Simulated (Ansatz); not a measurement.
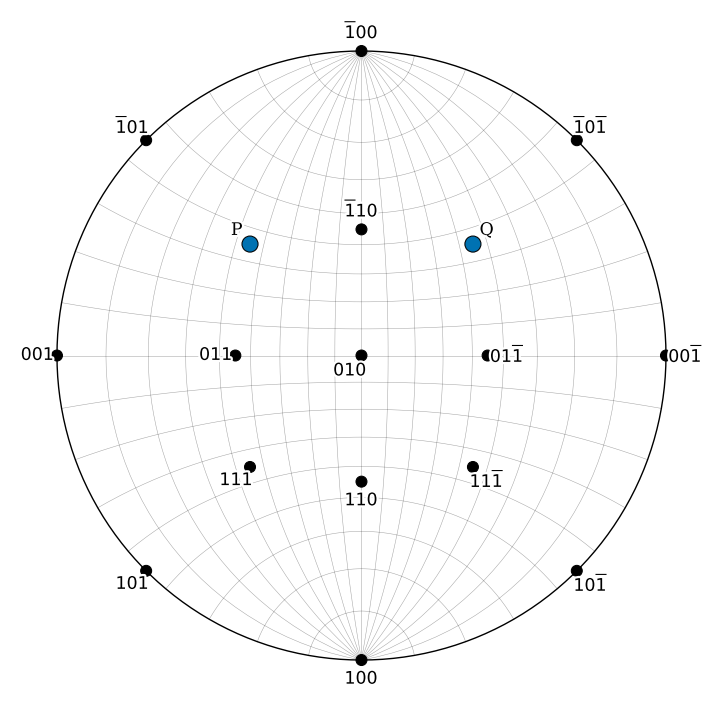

Stereographic projection of plane normals (upper hemisphere) centred on (0 1 0). Crystal: Cd, the geometry relaxed with Ansatz 0.2.0, DFT r2SCAN, scalar-relativistic, plane waves, PAW; the starting structure was generated, so it need not be a known form of this composition. The drawing is computed from the coordinates (standard cell, symmetry found to 0.002 Å).

a = 4.429 Å, b = 4.429 Å, c = 4.429 Å, α = 90.00°, β = 90.00°, γ = 90.00°.

**Index the poles marked P, Q.**

P is (−1 1 1), 54.7° from the centre; Q is (−1 1 −1), 54.7° from the centre.

**What is the angle between the normals of (0 0 −1) and (1 1 −1), and what are their d_hkl = 1/|g|?**

54.7°; d = 4.429 Å and 2.557 Å.
